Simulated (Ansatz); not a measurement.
Al24N25 (charge −2): geometry relaxation (part 4 of 4)

The same run, continued: Al24N25 (defect cell, 49 atoms in the cell, total charge −2); DFT PBE, scalar-relativistic, plane waves, PAW, spin-polarised (Ansatz 0.2.0); cutoff 420 eV, 2×2×2 k-mesh, Gaussian smearing of 0.01 eV, collinear spins. The structure derives from a Materials Project entry. It belongs to a series of runs on one base structure; here: N interstitial, charge -2, atoms relaxed at the host's cell.

## Trajectory as extended XYZ, continued
```
49
Lattice="3.1302 -5.4217 5.0180 3.1302 5.4217 5.0180 -6.2604 0.0000 5.0180" Properties=species:S:1:pos:R:3:forces:R:3 step=4 energy=-22541.08529
Al    0.0500   -1.8162    7.4900   -0.0002   0.0087   0.0033
Al   -0.0419   -1.8348   12.4995   -0.0027   0.0114  -0.0246
Al   -1.5979    0.8648    7.4900    0.0076  -0.0042   0.0033
Al    3.1595   -1.6697    7.6065   -0.0024  -0.0224   0.0122
Al   -4.7440    0.8640    7.4957   -0.0543  -0.0268  -0.0715
Al    1.5479    0.9514    7.4900   -0.0074  -0.0045   0.0033
Al    1.6099    0.8811   12.4995   -0.0085  -0.0080  -0.0246
Al   -0.1337    3.5711    7.6065    0.0206   0.0091   0.0122
Al   -3.0258   -1.9014    7.6065   -0.0182   0.0133   0.0122
Al   -1.5680    0.9537   12.4995    0.0112  -0.0034  -0.0246
Al    1.6238   -4.5404    7.4957    0.0504  -0.0336  -0.0715
Al    3.1202    3.6764    7.4957    0.0039   0.0604  -0.0715
Al   -1.5494   -0.9315   10.0307   -0.0241  -0.0060  -0.0115
Al    4.7894   -0.8278   10.1406   -0.0090  -0.0142   0.1189
Al   -3.1477    1.7921    9.9839    0.0108  -0.0598  -0.0012
Al    1.5814   -0.8761   10.0307    0.0173  -0.0179  -0.0115
Al    0.0144    1.8450    4.9812   -0.0011   0.0238   0.0012
Al   -0.0320    1.8076   10.0307    0.0068   0.0239  -0.0115
Al   -3.1117   -3.7339   10.1406   -0.0077   0.0149   0.1189
Al   -1.6778    4.5617   10.1406    0.0168  -0.0008   0.1189
Al    1.5906   -0.9350    4.9812    0.0211  -0.0109   0.0012
Al    3.1258    1.8299    9.9839   -0.0572   0.0205  -0.0012
Al    0.0218   -3.6220    9.9839    0.0464   0.0393  -0.0012
Al   -1.6050   -0.9100    4.9812   -0.0200  -0.0128   0.0012
N     0.0370   -1.7978    9.4113   -0.0024  -0.0263   0.0065
N    -3.1504    3.5127    9.3225   -0.0025  -0.0726  -0.0045
N    -1.5754    0.8669    9.4113   -0.0216   0.0152   0.0065
N     3.1728   -1.7231    9.5083   -0.0213  -0.0162   0.0259
N     1.5577    0.8775    4.4247    0.0041   0.0097  -0.0040
N     1.5384    0.9309    9.4113    0.0239   0.0111   0.0065
N    -1.4669   -4.4847    9.3225    0.0641   0.0341  -0.0045
N    -0.0942    3.6093    9.5083    0.0247  -0.0103   0.0259
N    -3.0786   -1.8862    9.5083   -0.0034   0.0265   0.0259
N     4.6173    0.9720    9.3225   -0.0616   0.0384  -0.0045
N    -1.5388    0.9102    4.4247   -0.0104  -0.0013  -0.0040
N    -0.0189   -1.7877    4.4247    0.0063  -0.0084  -0.0040
N    -1.5312   -0.9421    6.9222    0.0149   0.0004  -0.0233
N    -1.5531   -0.8501   11.9188    0.0117   0.0165  -0.0064
N    -3.1594    1.7697    6.8727    0.0154   0.0050   0.0012
N     1.5815   -0.8550    6.9222   -0.0078   0.0127  -0.0233
N     3.1422   -3.4194    7.1313    0.0012   0.0099   0.0385
N    -0.0503    1.7971    6.9222   -0.0071  -0.0131  -0.0233
N     0.0403    1.7700   11.9188    0.0084  -0.0184  -0.0064
N     1.5127   -0.9200   11.9188   -0.0202   0.0019  -0.0064
N    -4.5324   -1.0115    7.1313    0.0079  -0.0060   0.0385
N     3.1123    1.8513    6.8727   -0.0034  -0.0158   0.0012
N     0.0471   -3.6210    6.8727   -0.0120   0.0108   0.0012
N     1.3902    4.4309    7.1313   -0.0091  -0.0039   0.0385
N     0.0000    0.0000    0.8892    0.0000   0.0000  -0.1815
49
Lattice="3.1302 -5.4217 5.0180 3.1302 5.4217 5.0180 -6.2604 0.0000 5.0180" Properties=species:S:1:pos:R:3:forces:R:3 step=6 energy=-22541.09026
Al    0.0493   -1.8152    7.4909    0.0001  -0.0003   0.0003
Al   -0.0413   -1.8353   12.5014   -0.0001   0.0014   0.0004
Al   -1.5967    0.8649    7.4909   -0.0003   0.0001   0.0003
Al    3.1593   -1.6713    7.6080    0.0015   0.0023   0.0012
Al   -4.7446    0.8634    7.4907   -0.0006   0.0000  -0.0059
Al    1.5474    0.9503    7.4909    0.0002   0.0002   0.0003
Al    1.6101    0.8819   12.5014   -0.0012  -0.0007   0.0004
Al   -0.1323    3.5717    7.6080   -0.0027   0.0001   0.0012
Al   -3.0270   -1.9004    7.6080    0.0013  -0.0024   0.0012
Al   -1.5687    0.9534   12.5014    0.0012  -0.0006   0.0004
Al    1.6246   -4.5406    7.4907    0.0003  -0.0005  -0.0059
Al    3.1200    3.6772    7.4907    0.0003   0.0005  -0.0059
Al   -1.5495   -0.9318   10.0319   -0.0003  -0.0001   0.0011
Al    4.7858   -0.8309   10.1453    0.0012   0.0011  -0.0015
Al   -3.1479    1.7839    9.9838    0.0006   0.0016  -0.0003
Al    1.5817   -0.8760   10.0319    0.0003  -0.0002   0.0011
Al    0.0154    1.8439    4.9807   -0.0003   0.0006  -0.0017
Al   -0.0322    1.8078   10.0319    0.0000   0.0003   0.0011
Al   -3.1125   -3.7292   10.1453    0.0003  -0.0016  -0.0015
Al   -1.6733    4.5601   10.1453   -0.0016   0.0005  -0.0015
Al    1.5891   -0.9353    4.9807    0.0007   0.0000  -0.0017
Al    3.1189    1.8342    9.9838    0.0011  -0.0013  -0.0003
Al    0.0290   -3.6181    9.9838   -0.0017  -0.0003  -0.0003
Al   -1.6046   -0.9086    4.9807   -0.0004  -0.0006  -0.0017
N     0.0377   -1.7966    9.4120    0.0002  -0.0003  -0.0008
N    -3.1501    3.5038    9.3241   -0.0002   0.0010   0.0043
N    -1.5747    0.8656    9.4120   -0.0004   0.0000  -0.0008
N     3.1706   -1.7255    9.5103   -0.0010  -0.0010   0.0012
N     1.5568    0.8756    4.4212   -0.0002  -0.0003   0.0026
N     1.5370    0.9309    9.4120    0.0002   0.0003  -0.0008
N    -1.4593   -4.4799    9.3241   -0.0008  -0.0007   0.0043
N    -0.0909    3.6085    9.5103    0.0013  -0.0004   0.0012
N    -3.0796   -1.8830    9.5103   -0.0003   0.0013   0.0012
N     4.6094    0.9762    9.3241    0.0010  -0.0004   0.0043
N    -1.5367    0.9104    4.4212    0.0003   0.0000   0.0026
N    -0.0201   -1.7861    4.4212   -0.0002   0.0003   0.0026
N    -1.5314   -0.9416    6.9212   -0.0002   0.0002  -0.0006
N    -1.5526   -0.8504   11.9204   -0.0008  -0.0003  -0.0009
N    -3.1569    1.7697    6.8722    0.0002  -0.0006   0.0002
N     1.5811   -0.8554    6.9212   -0.0001  -0.0002  -0.0006
N     3.1427   -3.4212    7.1313    0.0001  -0.0025   0.0021
N    -0.0498    1.7970    6.9212    0.0003   0.0000  -0.0006
N     0.0398    1.7698   11.9204    0.0002   0.0009  -0.0009
N     1.5128   -0.9194   11.9204    0.0007  -0.0006  -0.0009
N    -4.5342   -1.0110    7.1313   -0.0022   0.0012   0.0021
N     3.1111    1.8491    6.8722   -0.0006   0.0001   0.0002
N     0.0458   -3.6188    6.8722    0.0004   0.0005   0.0002
N     1.3915    4.4323    7.1313    0.0021   0.0013   0.0021
N     0.0000    0.0000    0.8724    0.0000   0.0000  -0.0057
```

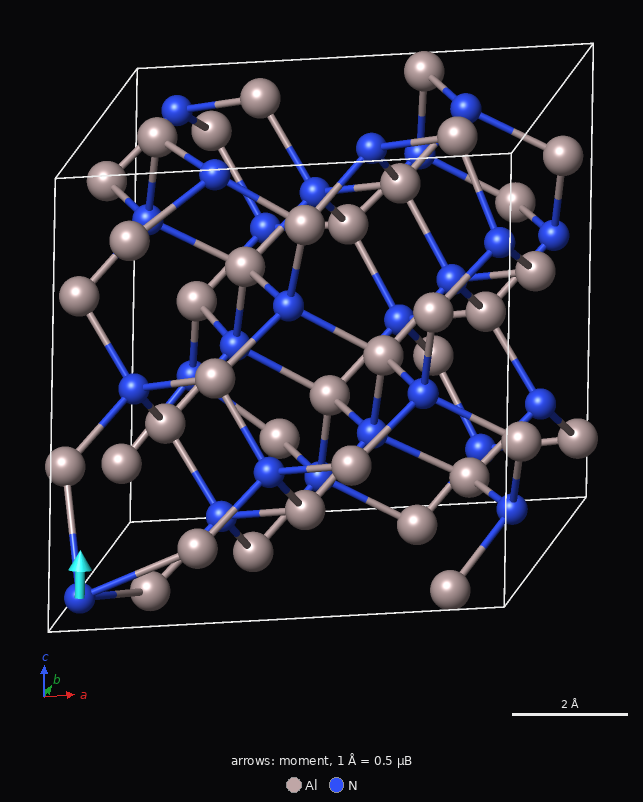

Magnetic moments of the sites as teal arrows (ball-and-stick view of the cell of the calculation, seen slightly off an axis); small moments hardly show. The run is collinear, so the axis drawn is arbitrary. Site moments: N49 (0.43 μB); N41, N45, N48 (0.06 μB). They are counted near the atoms and needn't add up to the moment of the cell. Atoms are counted from 1 in the order of the input.

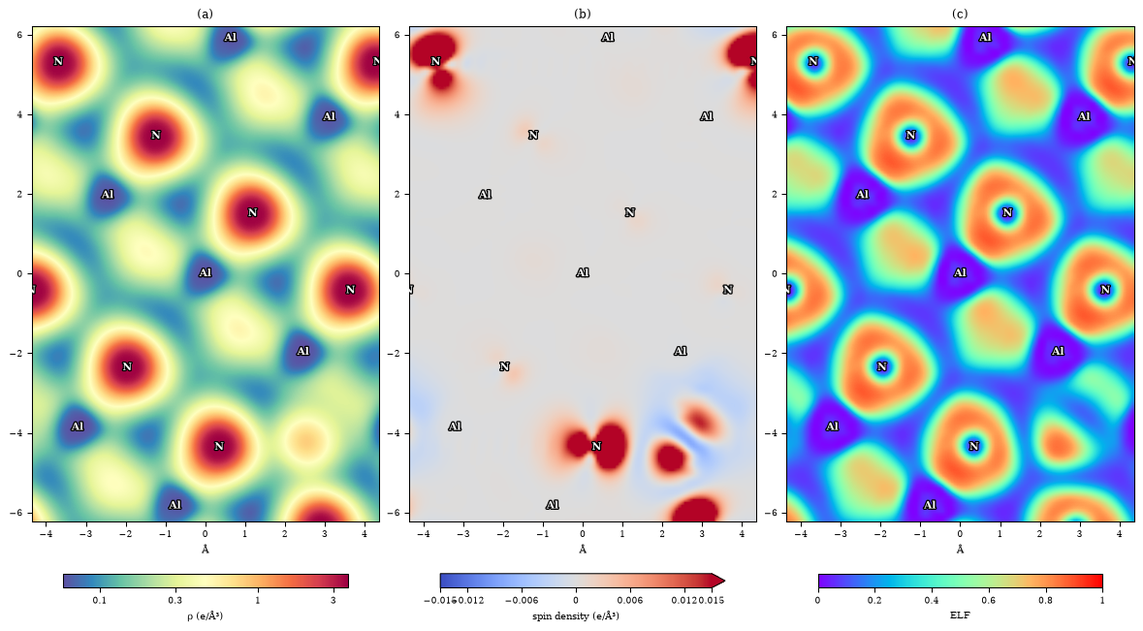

(a) valence pseudo-density; (b) magnetisation density (up minus down); (c) ELF on the (11̄0) plane of the calculation cell. Atoms in the plane: Al and N. Away from the nuclei the density in this plane falls to 0.07 e/Å³ at its lowest. The spin density sits on N: +0.4 μB in one cell of 49 atoms: a single local moment. The cell of the calculation (49 atoms) carries 1.0 μB net. In a PAW calculation such maps are meaningful between the atoms, not at the nuclei.

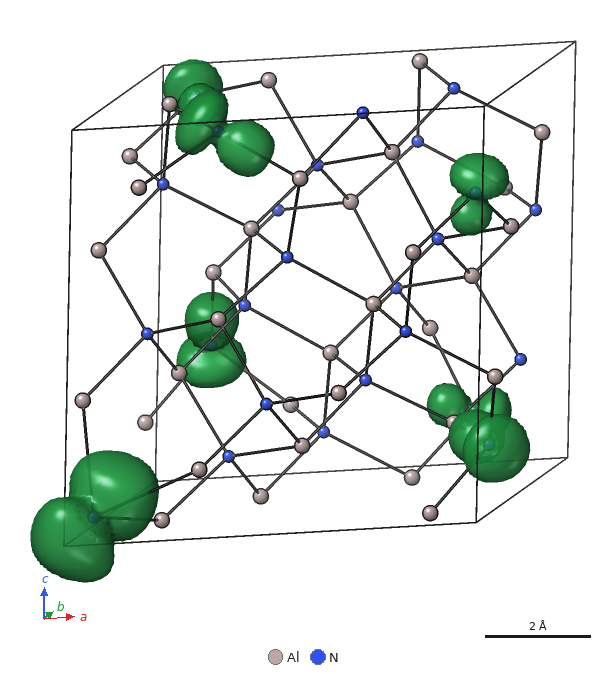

Isosurfaces of the spin density at +0.015 (green) and −0.015 e/Å³ (red), seen slightly off an axis. Sticks mark near contacts. The outline is the calculation cell. The spin density sits on N: +0.4 μB in one cell of 49 atoms: a single local moment. The cell of the calculation (49 atoms) carries 1.0 μB net. Only one sign reaches the isovalue.

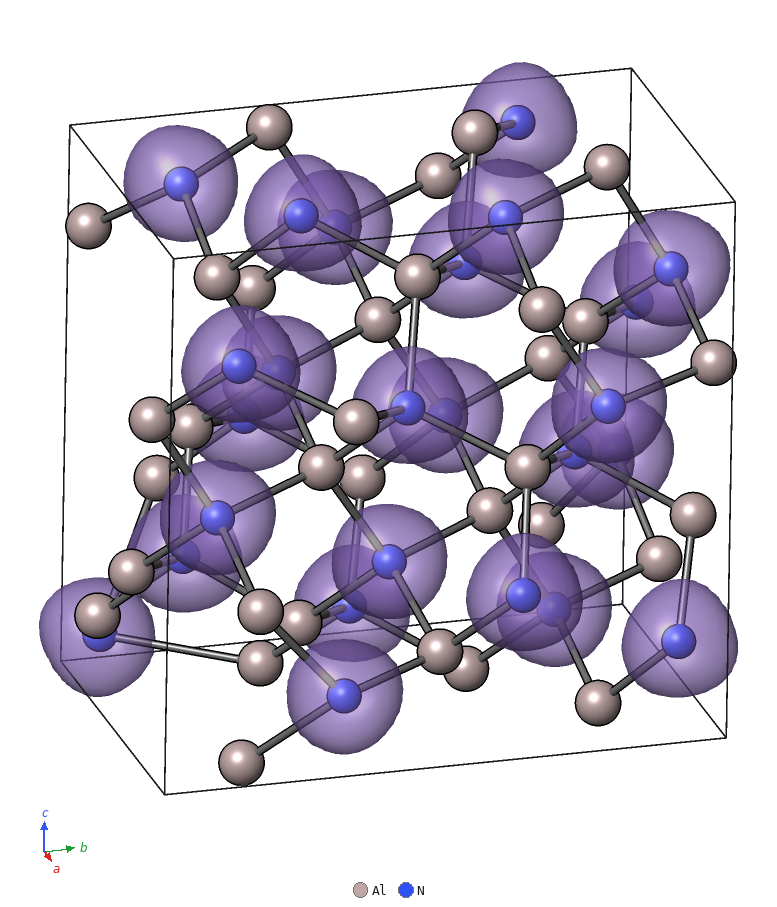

Isosurface of the valence charge density (pseudo) at 0.8 e/Å³ (purple), seen slightly off an axis. Sticks mark near contacts. The outline is the calculation cell. At this value the density breaks into separate islands; it holds about 50 % of the electrons treated as valence. It is pinched off along the Al–N (1.81 Å), Al–N (1.86 Å), Al–N (1.90 Å) and Al–N (1.94 Å) contacts. On the grid the lowest density along these lines, outside the cores, is 0.65 e/Å³ (Al–N, 1.81 Å), 0.59 e/Å³ (Al–N, 1.86 Å), 0.56 e/Å³ (Al–N, 1.90 Å) and 0.52 e/Å³ (Al–N, 1.94 Å).

## Summary

- outcome: converged
- electrons treated: 199
- free energy: −22541.0903 eV
- Fermi energy: 8.891 eV
- gap on the k-point mesh: 0.53 eV
- net moment of the cell: 1.00 μB
- integrated absolute moment: 1.10 μB
- final volume: 510.97 Å³
- largest force (length of the vector) at the end: 0.006 eV/Å
- hardware: 4 threads of Arm Neoverse V1, 24 GiB of memory available, shared host
- wall time: 2 min (CPU time 7.7 min)
- peak memory: 1.8 GiB
